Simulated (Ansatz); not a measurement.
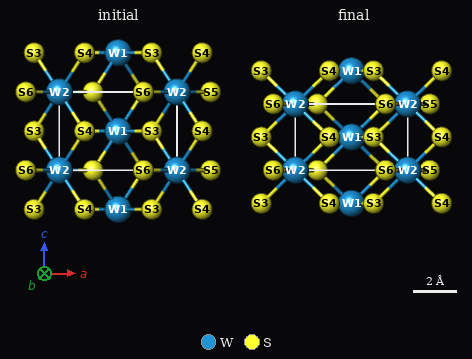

The structure of a crystal of WS$_{2}$ (built on the MgF2-58 type type) before (left) and after (right) a relaxation, at one scale.

A ball-and-stick model of the cell of the calculation, seen along the b axis.

All numbers below come from DFT, PBEsol, plane waves, PAW in Ansatz 0.2.0. (plane-wave cutoff 420 eV; k-point mesh 4 × 4 × 6; occupations fermi dirac; smearing width 0.03 eV; no spin polarisation; cell and atoms relaxed; force threshold 0.01 eV/Å; at most 120 steps)

> Describe what moved and what it gained.

The energy falls by 213 meV per atom in 10 accepted moves (11 points after the start). Largest force component: 0.43 eV/Å at the start, 0.0014 eV/Å at the end. Pressure: −4.71 GPa at the start and −0.01 GPa at the end. At 1 point the geometry stayed and the basis and grid were re-selected for the new cell (energy shift of 0.2 meV per atom at most each time). The largest moves relative to the cell, 0.52 Å, are those of S3, S4, S5 and S6. S4 goes along [2 1 0]. W stays in place. The drawn cell changes as follows: a 5.516 → 5.266 Å (−4.5 %), b 5.624 → 5.970 Å (+6.2 %), c 3.673 → 3.110 Å (−15.3 %); the volume changes by −14.2 %. Some distances before and after: S3–S4 3.746 → 2.684 Å, W1–W1 3.673 → 3.110 Å, W1–S3 2.394 → 2.369 Å, W1–S5 2.407 → 2.388 Å. Bond angles that change, for instance: S5–W1–S6 80.5° → 98.7°, W2–S3–W2 99.5° → 81.3°, S5–W1–S5 99.5° → 81.3°. The space group stays Pnnm (No. 58).
